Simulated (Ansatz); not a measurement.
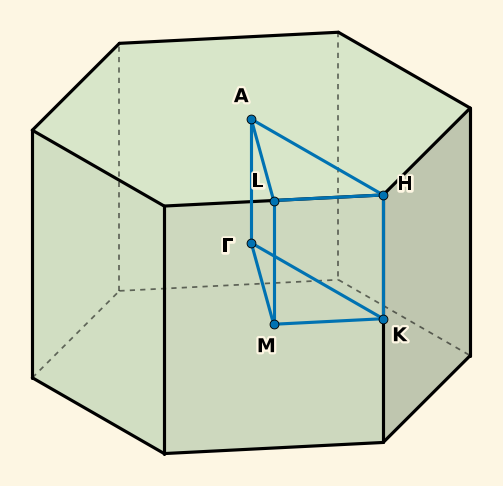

For Sn, the end point of a relaxation with DFT r2SCAN, scalar-relativistic, plane waves, PAW in Ansatz 0.2.0; the starting structure was generated, so it need not be a known form of this composition: the figure shows the first Brillouin zone with its special points and a band path. Symmetry computed with spglib at a tolerance of 0.002 Å; standard conventional cell.

Labels and path follow the convention of Hinuma et al. (2017), as computed by seekpath.

What lattice type do the shape and the labels point to?

A primitive hexagonal lattice (hP; extended symbol hP2). The zone is a hexagonal prism in its combinatorial type: 8 faces (6 with 4 edges, 2 with 6 edges), 18 edges, 12 vertices.

In which order does the conventional band path visit the special points?

Γ–M–K–Γ–A–L–H–A | L–M | H–K
